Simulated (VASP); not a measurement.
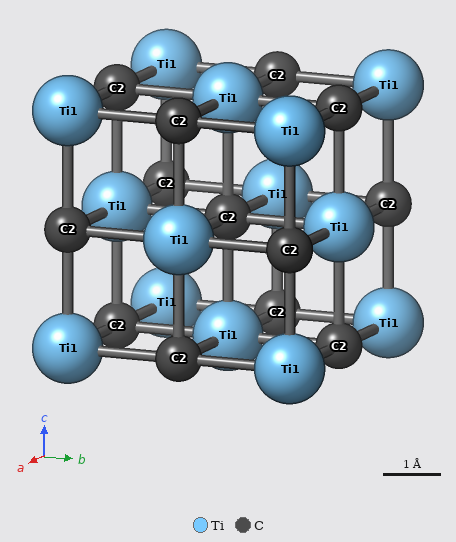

Figure 1. The structure (ball-and-stick view of the cell 4 times as large as that of the calculation, set on its symmetry axes, seen slightly off an axis; atoms are numbered from 1 in the order of the input). An atom can appear more than once, as a periodic image. Near neighbours in the periodic cell (some may lie outside the picture): Ti has 6 C at 2.16 Å; C has 6 Ti at 2.16 Å.

# Single-point calculation of TiC

TiC (Fm-3m, 2 atoms in the cell), computed with Kohn-Sham DFT of a periodic cell, PBE, VASP PAW PBE potentials, recommended, no spin polarisation (VASP 6.6.1).

The structure derives from an entry of the Crystallography Open Database.

OSZICAR
```
N       E                     dE             d eps       ncg     rms          rms(c)
DAV:   1     0.564265279868E+02    0.56427E+02   -0.47861E+03  1852   0.849E+02
DAV:   2    -0.206370079865E+02   -0.77064E+02   -0.73516E+02  1904   0.250E+02
DAV:   3    -0.234538178517E+02   -0.28168E+01   -0.27757E+01  2184   0.487E+01
DAV:   4    -0.235168612997E+02   -0.63043E-01   -0.62975E-01  1936   0.718E+00
DAV:   5    -0.235192243332E+02   -0.23630E-02   -0.23630E-02  2292   0.119E+00    0.186E+01
RMM:   6    -0.190589275271E+02    0.44603E+01   -0.19397E+01  2281   0.378E+01    0.515E+00
RMM:   7    -0.188814984965E+02    0.17743E+00   -0.13579E+00  2267   0.109E+01    0.436E+00
RMM:   8    -0.189345441863E+02   -0.53046E-01   -0.90021E-01  2360   0.631E+00    0.279E+00
RMM:   9    -0.189295132346E+02    0.50310E-02   -0.25661E-01  2429   0.327E+00    0.657E-01
RMM:  10    -0.189353771203E+02   -0.58639E-02   -0.93369E-02  2588   0.180E+00    0.142E+00
RMM:  11    -0.189426391783E+02   -0.72621E-02   -0.49545E-02  2344   0.156E+00    0.463E-01
RMM:  12    -0.189439908761E+02   -0.13517E-02   -0.15419E-02  2673   0.693E-01    0.332E-01
RMM:  13    -0.189441393632E+02   -0.14849E-03   -0.47794E-03  2960   0.343E-01    0.367E-01
RMM:  14    -0.189444103960E+02   -0.27103E-03   -0.16843E-03  2825   0.211E-01    0.293E-01
RMM:  15    -0.189448935033E+02   -0.48311E-03   -0.85913E-04  2762   0.172E-01    0.154E-01
RMM:  16    -0.189449610463E+02   -0.67543E-04   -0.43772E-04  2844   0.120E-01    0.114E-01
RMM:  17    -0.189449720316E+02   -0.10985E-04   -0.25289E-04  2994   0.748E-02    0.123E-01
RMM:  18    -0.189450282621E+02   -0.56230E-04   -0.13626E-04  2871   0.556E-02    0.997E-02
RMM:  19    -0.189450984624E+02   -0.70200E-04   -0.93956E-05  2782   0.512E-02    0.724E-02
RMM:  20    -0.189451394387E+02   -0.40976E-04   -0.62113E-05  2824   0.433E-02    0.502E-02
RMM:  21    -0.189451883964E+02   -0.48958E-04   -0.53817E-05  2842   0.466E-02    0.207E-02
RMM:  22    -0.189452075026E+02   -0.19106E-04   -0.31149E-05  2832   0.300E-02    0.644E-03
RMM:  23    -0.189452123837E+02   -0.48811E-05   -0.20209E-05  2738   0.199E-02    0.367E-03
RMM:  24    -0.189452151577E+02   -0.27739E-05   -0.14113E-05  2298   0.144E-02    0.208E-03
RMM:  25    -0.189452178905E+02   -0.27328E-05   -0.11145E-05  2080   0.112E-02    0.527E-04
RMM:  26    -0.189452183861E+02   -0.49564E-06   -0.73374E-06  1866   0.895E-03    0.266E-04
RMM:  27    -0.189452190376E+02   -0.65146E-06   -0.71328E-06  1708   0.749E-03    0.164E-04
RMM:  28    -0.189452194436E+02   -0.40599E-06   -0.44501E-06  1600   0.646E-03    0.509E-05
RMM:  29    -0.189452198275E+02   -0.38392E-06   -0.50908E-06  1494   0.554E-03    0.434E-05
RMM:  30    -0.189452199484E+02   -0.12089E-06   -0.29921E-06  1402   0.504E-03    0.445E-05
RMM:  31    -0.189452200540E+02   -0.10566E-06   -0.40755E-06  1288   0.447E-03    0.191E-04
RMM:  32    -0.189452203148E+02   -0.26074E-06   -0.21483E-06  1246   0.411E-03    0.759E-05
RMM:  33    -0.189452206669E+02   -0.35217E-06   -0.35099E-06  1215   0.386E-03    0.288E-05
RMM:  34    -0.189452206982E+02   -0.31266E-07   -0.16729E-06  1139   0.354E-03    0.388E-05
RMM:  35    -0.189452209872E+02   -0.28897E-06   -0.31497E-06  1138   0.334E-03    0.340E-05
RMM:  36    -0.189452210422E+02   -0.54978E-07   -0.13769E-06  1125   0.321E-03    0.287E-05
RMM:  37    -0.189452212563E+02   -0.21413E-06   -0.29194E-06  1051   0.301E-03    0.373E-05
RMM:  38    -0.189452212756E+02   -0.19337E-07   -0.11735E-06  1109   0.294E-03    0.680E-05
RMM:  39    -0.189452214851E+02   -0.20946E-06   -0.27231E-06  1014   0.281E-03    0.537E-05
RMM:  40    -0.189452215301E+02   -0.45048E-07   -0.10325E-06  1064   0.287E-03    0.621E-05
RMM:  41    -0.189452217330E+02   -0.20286E-06   -0.25957E-06  1020   0.273E-03    0.802E-05
RMM:  42    -0.189452217605E+02   -0.27457E-07   -0.85541E-07  1029   0.264E-03
   1 F= -.18945222E+02 E0= -.18944419E+02  d E =-.160463E-02
```

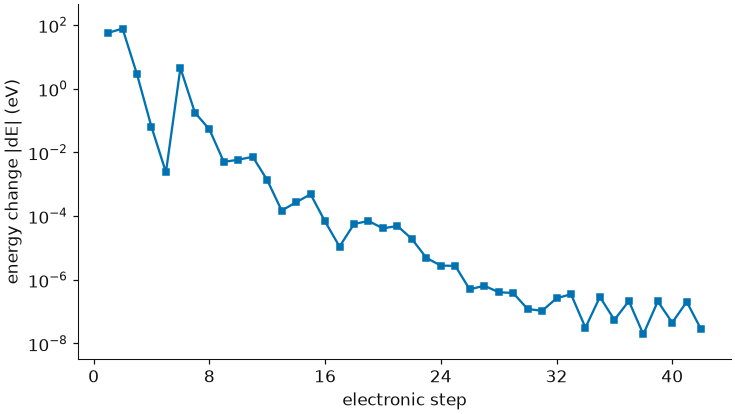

Figure 2. Convergence of the self-consistent field: energy change |dE| against the electronic step. It takes 42 electronic steps. The density is held fixed in the first few steps, and dE rises again when its update begins.

Parts of OUTCAR
```
EDIFF = 1E-7
   ENCUT = 200
   GGA = PE
   ISIF = 2
   ISMEAR = 0
   LASPH = True
   LREAL = False
   NELM = 60
   PREC = Accurate

 ion  position               nearest neighbor table
   1  0.000  0.000  0.000-   2 2.16   2 2.16   2 2.16   2 2.16   2 2.16   2 2.16
   2  0.500  0.500  0.500-   1 2.16   1 2.16   1 2.16   1 2.16   1 2.16   1 2.16

  LATTYP: Found a face centered cubic cell.
 ALAT       =     4.3186000000

  Lattice vectors:

 A1 = (   0.0000000000,   2.1593000000,   2.1593000000)
 A2 = (   2.1593000000,   0.0000000000,   2.1593000000)
 A3 = (   2.1593000000,   2.1593000000,   0.0000000000)

Analysis of symmetry for initial positions (statically):
=====================================================================
 Subroutine PRICEL returns:
 Original cell was already a primitive cell.

 Routine SETGRP: Setting up the symmetry group for a
 face centered cubic supercell.

 Subroutine GETGRP returns: Found 48 space group operations
 (whereof 48 operations were pure point group operations)
 out of a pool of 48 trial point group operations.

The static configuration has the point symmetry O_h .

Analysis of symmetry for dynamics (positions and initial velocities):
=====================================================================
 Subroutine PRICEL returns:
 Original cell was already a primitive cell.

 Routine SETGRP: Setting up the symmetry group for a
 face centered cubic supercell.

 Subroutine GETGRP returns: Found 48 space group operations
 (whereof 48 operations were pure point group operations)
 out of a pool of 48 trial point group operations.

The dynamic configuration has the point symmetry O_h .

 Subroutine INISYM returns: Found 48 space group operations
 (whereof 48 operations are pure point group operations),
 and found     1 'primitive' translations

----------------------------------------------------------------------------------------

                                     Primitive cell

  volume of cell :      20.1358

  direct lattice vectors                    reciprocal lattice vectors
     0.000000000  2.159300000  2.159300000    -0.231556523  0.231556523  0.231556523
     2.159300000  0.000000000  2.159300000     0.231556523 -0.231556523  0.231556523
     2.159300000  2.159300000  0.000000000     0.231556523  0.231556523 -0.231556523

  length of vectors
     3.053711345  3.053711345  3.053711345     0.401067663  0.401067663  0.401067663

  position of ions in fractional coordinates (direct lattice)
     0.000000000  0.000000000  0.000000000
     0.500000000  0.500000000  0.500000000

  ion indices of the primitive-cell ions
   primitive index   ion index
                 1           1
                 2           2

----------------------------------------------------------------------------------------

 KPOINTS: k-points

Automatic generation of k-mesh.
 Grid dimensions read from file:
 generate k-points for:   12   12   12

 Generating k-lattice:

  Cartesian coordinates                     Fractional coordinates (reciprocal lattice)
    -0.019296377  0.019296377  0.019296377     0.083333333  0.000000000  0.000000000
     0.019296377 -0.019296377  0.019296377     0.000000000  0.083333333  0.000000000
     0.019296377  0.019296377 -0.019296377     0.000000000  0.000000000  0.083333333

  Length of vectors
     0.033422305  0.033422305  0.033422305

  Shift w.r.t. Gamma in fractional coordinates (k-lattice)
     0.000000000  0.000000000  0.000000000

 Subroutine IBZKPT returns following result:
 ===========================================

 Found     72 irreducible k-points:

 Following reciprocal coordinates:
            Coordinates               Weight
  0.000000  0.000000  0.000000      1.000000
  0.083333  0.000000  0.000000      8.000000
  0.166667  0.000000  0.000000      8.000000
  0.250000  0.000000  0.000000      8.000000
  0.333333  0.000000  0.000000      8.000000
  0.416667  0.000000  0.000000      8.000000
  0.500000  0.000000  0.000000      4.000000
  0.083333  0.083333  0.000000      6.000000
  0.166667  0.083333  0.000000     24.000000
  0.250000  0.083333  0.000000     24.000000
  0.333333  0.083333  0.000000     24.000000
  0.416667  0.083333  0.000000     24.000000
  0.500000  0.083333  0.000000     24.000000
 -0.416667  0.083333  0.000000     24.000000
 -0.333333  0.083333  0.000000     24.000000
 -0.250000  0.083333  0.000000     24.000000
 -0.166667  0.083333  0.000000     24.000000
 -0.083333  0.083333  0.000000     12.000000
  0.166667  0.166667  0.000000      6.000000
  0.250000  0.166667  0.000000     24.000000
  0.333333  0.166667  0.000000     24.000000
  0.416667  0.166667  0.000000     24.000000
  0.500000  0.166667  0.000000     24.000000
 -0.416667  0.166667  0.000000     24.000000
 [... further k-points ...]
   k-points           NKPTS =     72   k-points in BZ     NKDIM =     72   number of bands    NBANDS=     12
   number of dos      NEDOS =    301   number of ions     NIONS =      2
   total plane-waves  NPLWV =   2744
   dimension x,y,z NGX =    14 NGY =   14 NGZ =   14
   dimension x,y,z NGXF=    28 NGYF=   28 NGZF=   28
   ions per type =               1   1
   NGX,Y,Z   is equivalent  to a cutoff of   7.62,  7.62,  7.62 a.u.
   NGXF,Y,Z  is equivalent  to a cutoff of  15.24, 15.24, 15.24 a.u.
 SYSTEM =  unknown system
   PREC   = accura    normal or accurate (medium, high low for compatibility)
   ISTART =      0    job   : 0-new  1-cont  2-samecut
   ICHARG =      2    charge: 1-file 2-atom 10-const
   ISPIN  =      1    spin polarized calculation?
   LNONCOLLINEAR =      F non collinear calculations
   LSORBIT =      F    spin-orbit coupling
   LASPH  =      T    aspherical Exc in radial PAW
   ENCUT  =  200.0 eV  14.70 Ry    3.83 a.u.   3.52  3.52  3.52*2*pi/ulx,y,z
   NELM   =     60;   NELMIN=  2; NELMDL= -5     # of ELM steps
   EDIFF  = 0.1E-06   stopping-criterion for ELM
   LREAL  =      F    real-space projection
   EDIFFG = 0.1E-05   stopping-criterion for IOM
   NSW    =      0    number of steps for IOM
   IBRION =     -1    ionic relax: 0-MD 1-quasi-New 2-CG
   NFREE  =      0    steps in history (QN), initial steepest desc. (CG)
   ISIF   =      2    stress and relaxation
   ISYM   =      2    0-nonsym 1-usesym 2-fastsym
   POTIM  = 0.5000    time-step for ionic-motion
   TEBEG  =    0.0;   TEEND  =   0.0 temperature during run
   PSTRESS=    0.0 pullay stress
   NELECT =      16.0000    total number of electrons
   NUPDOWN=      -1.0000    fix difference up-down
   EMIN   =  10.00;   EMAX   =-10.00  energy-range for DOS
   EFERMI =   0.00;   METHOD = LEGACY
   ISMEAR =     0;   SIGMA  =   0.10  broadening in eV -4-tet -1-fermi 0-gaus
   EFERMI_NEDOS =   21; number of points for ismear=-14 and -15
   IALGO  =     68    algorithm
   IMIX   =      4    mixing-type and parameters
     AMIX     =   0.40;   BMIX     =  1.00
     AMIX_MAG =   1.60;   BMIX_MAG =  1.00
  volume/ion in A,a.u.               =      10.07        67.94
  Fermi-wavevector in a.u.,A,eV,Ry     =   1.516323  2.865436 31.283015  2.299237
  Thomas-Fermi vector in A             =   2.625728
   LORBIT       =      0    0 simple, 1 ext, 2 COOP (PROOUT), +10 PAW based schemes
   GGA     = PE    functional components
   LHFCALC =     F    Hartree Fock is set to
   AEXX    =    0.0000 exact exchange contribution
   IVDW    =     0    specifies the selected vdW correction
   LEPSILON=     F    determine dielectric tensor
   LRPA    =     F    only Hartree local field effects (RPA)
 non-spin polarized calculation
 RMM-DIIS sequential band-by-band and
 Gauss-broadening in eV      SIGMA  =   0.10
  energy-cutoff  :      200.00
  volume of cell :       20.14
 maximum number of plane-waves:       138
   NGX =  7   NGY =  7   NGZ =  7

 number of electron      15.9999968 magnetization

 Free energy of the ion-electron system (eV)
  ---------------------------------------------------
  ext. energy  EPLUGINS =         0.00000000
  ---------------------------------------------------
  free energy    TOTEN  =       -18.94522176 eV

  energy without entropy =      -18.94361713  energy(sigma->0) =      -18.94441944

 E-fermi :   9.7753     XC(G=0): -12.7526     alpha+bet :-18.9283

 val. band max:        9.7216718261   @ k =   0.0833   0.0000   0.0000
 cond. band min:       9.7849911860   @ k =   0.5000   0.5000   0.0000
 fundamental gap:      0.0633193599
 Fermi energy:         9.7753015654

 k-point     1 :       0.0000    0.0000    0.0000
  band No.  band energies     occupation
      1     -47.0774      2.00000
      2     -23.0970      2.00000
      3     -23.0970      2.00000
      4     -23.0970      2.00000
      5      -3.0388      2.00000
      6      10.3268      0.00000
      7      10.3268      0.00000
      8      10.3268      0.00000
      9      11.3834      0.00000
     10      11.4391      0.00000
     11      11.4391      0.00000
     12      11.4391      0.00000

 k-point     2 :       0.0833    0.0000    0.0000
  band No.  band energies     occupation
      1     -47.0604      2.00000
      2     -23.1269      2.00000
      3     -23.0994      2.00000
      4     -23.0994      2.00000
      5      -2.8564      2.00000
      6       9.7217      1.55181
      7       9.9069      0.06281
      8       9.9069      0.06278
      9      10.6565      0.00000
     10      10.6565      0.00000
     11      11.7331      0.00000
     12      12.8658      0.00000

 k-point     3 :       0.1667    0.0000    0.0000
  band No.  band energies     occupation
      1     -47.0396      2.00000
      2     -23.2282      2.00000
      3     -23.1047      2.00000
      4     -23.1047      2.00000
      5      -2.3914      2.00000
      6       8.2982      2.00000
      7       8.8535      2.00000
      8       8.8535      2.00000
      9      10.9690      0.00000
     10      10.9690      0.00000
     11      12.1078      0.00000
     12      14.4138      0.00000

 k-point     4 :       0.2500    0.0000    0.0000
  band No.  band energies     occupation
      1     -47.0421      2.00000
      2     -23.3619      2.00000
      3     -23.1220      2.00000
      4     -23.1220      2.00000
      5      -1.7464      2.00000
      6       6.8366      2.00000
      7       7.9154      2.00000
      8       7.9154      2.00000
      9      11.4386      0.00000
     10      11.4386      0.00000
     11      12.4833      0.00000
     12      15.6757      0.00000

 k-point     5 :       0.3333    0.0000    0.0000
  band No.  band energies     occupation
      1     -47.0232      2.00000
      2     -23.4874      2.00000
      3     -23.1342      2.00000
      4     -23.1342      2.00000
      5      -0.9184      2.00000
      6       5.4425      2.00000
      7       7.2377      2.00000
      8       7.2377      2.00000
      9      11.9948      0.00000
     10      11.9948      0.00000
     11      12.9897      0.00000
     12      16.9028      0.00000

 [... the levels of 18 k-points are left out ...]

 k-point    24 :      -0.4167    0.1667    0.0000
  band No.  band energies     occupation
      1     -46.9656      2.00000
      2     -23.5454      2.00000
      3     -23.2369      2.00000
      4     -23.1657      2.00000
      5       0.0790      2.00000
      6       4.4638      2.00000
      7       6.6633      2.00000
      8       6.9356      2.00000
      9      12.4837      0.00000
     10      12.5855      0.00000
     11      13.9188      0.00000
     12      16.5831      0.00000

 [... further k-points ...]

------------------------ aborting loop because EDIFF is reached ----------------------------------------

  FORCE on cell =-STRESS in cart. coord.  units (eV):
  Direction    XX          YY          ZZ          XY          YZ          ZX
  --------------------------------------------------------------------------------------
  -------------------------------------------------------------------------------------
  Total       -6.7618468     -6.7618468     -6.7618468     -0.0000000      0.0000000      0.0000000
  in kB     -538.0305782   -538.0305782   -538.0305782     -0.0000000      0.0000000      0.0000000
  external PRESSURE =    -538.0305782 kB  Pullay stress =       0.0000000 kB

 VOLUME and BASIS-vectors are now :
 -----------------------------------------------------------------------------
  energy-cutoff  :      200.00
  volume of cell :       20.14
      direct lattice vectors                 reciprocal lattice vectors
     0.000000000  2.159300000  2.159300000    -0.231556523  0.231556523  0.231556523
     2.159300000  0.000000000  2.159300000     0.231556523 -0.231556523  0.231556523
     2.159300000  2.159300000  0.000000000     0.231556523  0.231556523 -0.231556523

 POSITION                                       TOTAL-FORCE (eV/Angst)
 -----------------------------------------------------------------------------------
      0.00000      0.00000      0.00000         0.000000     -0.000000      0.000000
      2.15930      2.15930      2.15930        -0.000000      0.000000     -0.000000
 -----------------------------------------------------------------------------------
    total drift:                               -0.000000      0.000000      0.000000

  FREE ENERGIE OF THE ION-ELECTRON SYSTEM (eV)
  ---------------------------------------------------
  free  energy   TOTEN  =       -18.9452217605 eV

  energy  without entropy=      -18.9436171282  energy(sigma->0) =      -18.94441944
```

CONTCAR
```
TiC
   1.00000000000000
     0.0000000000000000    2.1593000000000000    2.1593000000000000
     2.1593000000000000    0.0000000000000000    2.1593000000000000
     2.1593000000000000    2.1593000000000000    0.0000000000000000
  Ti              C
     1     1
Direct
     0.0000000000000000    0.0000000000000000    0.0000000000000000
     0.5000000000000000    0.5000000000000000    0.5000000000000000

  0.00000000E+00  0.00000000E+00  0.00000000E+00
  0.00000000E+00  0.00000000E+00  0.00000000E+00
```

The run was set up as follows.

INCAR
```
  ALGO = Fast
  EDIFF = 1E-7
  ENCUT = 200
  GGA = PE
  ISIF = 2
  ISMEAR = 0
  LASPH = True
  LCHARG = False
  LREAL = False
  LWAVE = False
  NELM = 60
  PREC = Accurate
  SIGMA = 0.1
```

KPOINTS
```
k-points
0
Gamma
  12 12 12
```

POSCAR
```
TiC
1.0
    0.0000000000      2.1593000000      2.1593000000
    2.1593000000      0.0000000000      2.1593000000
    2.1593000000      2.1593000000      0.0000000000
Ti C
1 1
Direct
    0.0000000000      0.0000000000      0.0000000000
    0.5000000000      0.5000000000      0.5000000000
```

Launched with:
```bash
cat potpaw_PBE.64/Ti_sv/POTCAR potpaw_PBE.64/C/POTCAR > POTCAR
mpirun -np 1 vasp_std > vasp.out
```

Summary

```json
{"quantity": "outcome", "value": "converged"}
{"quantity": "space group (tolerance 0.01 Å)", "value": "Fm-3m (225)"}
{"quantity": "electrons treated", "value": "16"}
{"quantity": "free energy", "value": "−18.9452 eV"}
{"quantity": "gap on the k-point mesh", "value": "none (metallic)"}
{"quantity": "pressure", "value": "−53.80 GPa"}
{"quantity": "largest force (length of the vector)", "value": "under 0.001 eV/Å"}
{"quantity": "hardware", "value": "1 thread of Intel Xeon (Granite Rapids), 96 GiB of memory available, shared host"}
{"quantity": "wall time", "value": "9 s"}
{"quantity": "peak memory", "value": "0.11 GiB"}
```

Notes

The cell is under a tension of 54 GPa at this level, so it is not at its equilibrium volume.
